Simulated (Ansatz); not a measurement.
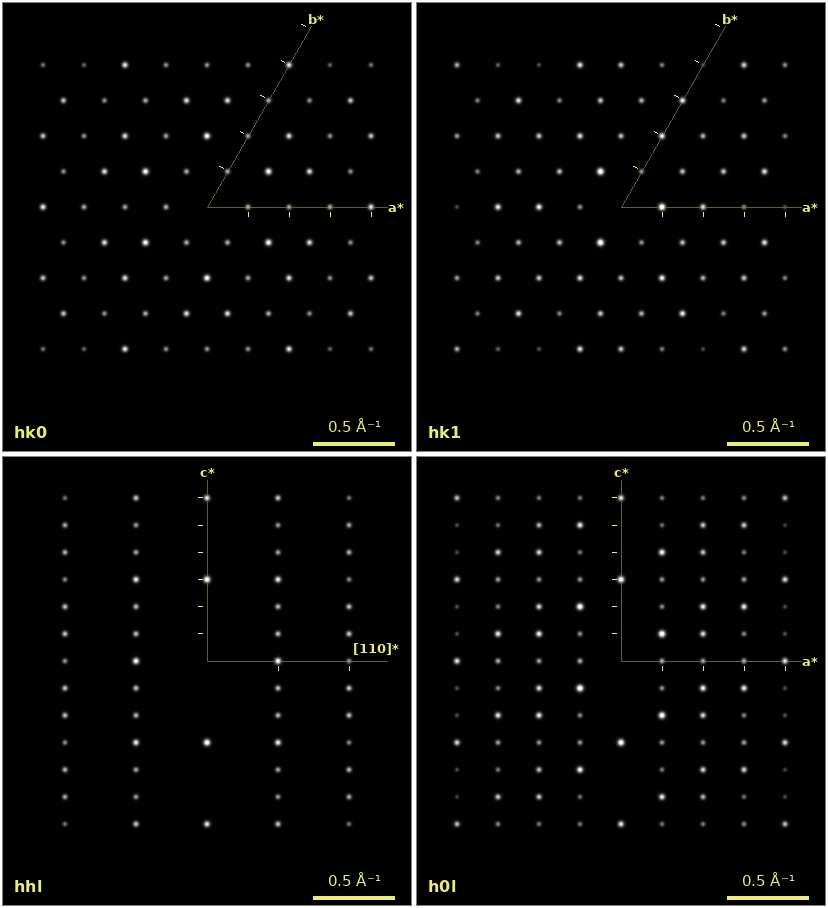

Simulated precession-type sections (X-rays; kinematic intensities, B = 0.5 Å²). The ticks mark integer indices of the conventional cell.

The compound is Te. Structure: the geometry relaxed at fixed volume with Ansatz 0.2.0, DFT r2SCAN, scalar-relativistic, plane waves, PAW.

> What cell do the layers give?

a* = 0.254, b* = 0.254, c* = 0.169 Å⁻¹, γ* = 60°; the cell is trigonal with a = 4.54 Å, c = 5.93 Å (hexagonal axes).

> List the systematic absences.

Reflections are present only under these conditions. hkl: no condition; hk0: no condition; h0l: no condition; hhl: no condition; 00l: l = 3n. The lattice is primitive (P).

> Which space groups fit?

The intensities have Laue symmetry -3m (the hk0 layer shows 6mm, hk1 shows 3m). With these conditions the candidates are P3_121 (No. 152), P3_221 (No. 154). Diffraction geometry alone does not choose among them; the structure has P3_121.
